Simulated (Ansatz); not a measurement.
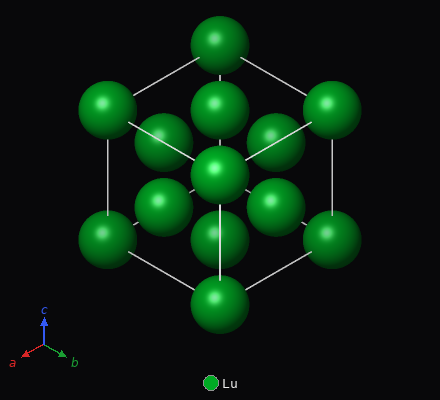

The structure, seen along [111]; the drawing may span several cells.

Structure (in its standard cell), the input geometry of an electronic-structure calculation (not necessarily at equilibrium); the starting structure was generated, so it need not be a known form of this composition:

```cif
data_structure
_symmetry_space_group_name_H-M 'P 1'
_symmetry_Int_Tables_number 1
_cell_length_a 4.9148
_cell_length_b 4.9148
_cell_length_c 4.9148
_cell_angle_alpha 90.000
_cell_angle_beta 90.000
_cell_angle_gamma 90.000
_cell_volume 118.72
loop_
_atom_site_label
_atom_site_type_symbol
_atom_site_fract_x
_atom_site_fract_y
_atom_site_fract_z
_atom_site_occupancy
Lu1 Lu 0.00000 0.00000 0.00000 1
Lu2 Lu 0.00000 0.50000 0.50000 1
Lu3 Lu 0.50000 0.00000 0.50000 1
Lu4 Lu 0.50000 0.50000 0.00000 1
```

> What does the kinematic electron diffraction pattern along [111] look like at 100 kV (B = 0.3 Å²)?

The spots form a hexagonal net with both shortest vectors at d = 1.74 Å, 60.0° apart. They are -2 2 0 and -2 0 2. The pattern has symmetry 6mm. The lattice centring (F) removes all reflections that break h + k = 2n, h + l = 2n.

Strongest reflections with d > 0.80 Å, one of each family (|F|² from tabulated Gaussian fits of the electron scattering factors, times a small damping for the curvature of the Ewald sphere):

```tsv
hkl	d (Å)	I (strongest = 100)
2 0 -2	1.738	100
4 -2 -2	1.003	30
4 0 -4	0.869	20
```

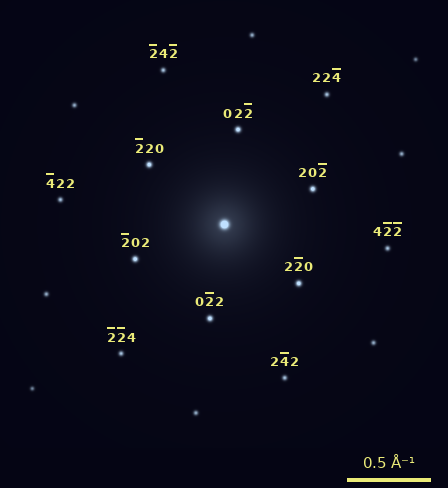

Calculated pattern, seen from the source side with [111] pointing towards the source.
